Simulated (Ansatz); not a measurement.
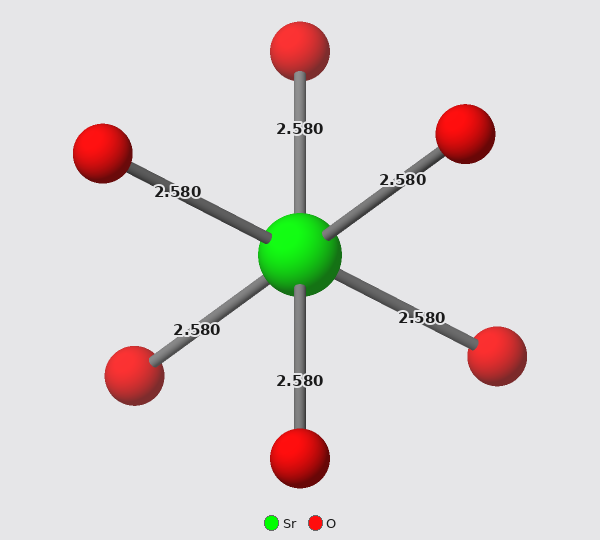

The surroundings of site Sr1 (at 0.500, 0.000, 0.000) in SrO (Fm-3m), with bond lengths in Å.

The cell is taken from a calculation's input that goes back to an entry of the Crystallography Open Database (an earlier step may have relaxed or displaced it).

```
Sr O
1.0
     5.15979    0.00000    0.00000
     0.00000    5.15979    0.00000
     0.00000    0.00000    5.15979
Sr O
4 4
Direct
  0.50000 0.00000 0.00000
  0.50000 0.50000 0.50000
  0.00000 0.00000 0.50000
  0.00000 0.50000 0.00000
  0.00000 0.00000 0.00000
  0.00000 0.50000 0.50000
  0.50000 0.00000 0.50000
  0.50000 0.50000 0.00000
```

Bond valence s = exp((R0 − d)/b), R0 fitted to published crystal structures with b = 0.37 Å; R0 in Å: Sr2+–O 2.105.

Q: Calculate the bond-valence sum of Sr1 from the bonds drawn.

A: 6 × 0.277 = 1.66 v.u., against a formal valence of 2: underbonded (bonds long for this ion) by 0.34.

Q: And over the whole structure?

A:
```json
{"site": "Sr1", "x, y, z": "0.500, 0.000, 0.000", "formal valence": "+2", "bond-valence sum": "1.68", "difference": "-0.32"}
{"site": "O1", "x, y, z": "0.000, 0.000, 0.000", "formal valence": "−2", "bond-valence sum": "1.68", "difference": "-0.32"}
```

These sums include all anions within 5 Å. The global instability index (root mean square of the differences over all atoms) is 0.32 v.u.: above 0.2, which by the usual rule of thumb marks a strained structure. The cell was not relaxed for this table, and a volume that is off by a few per cent shifts all sums together.
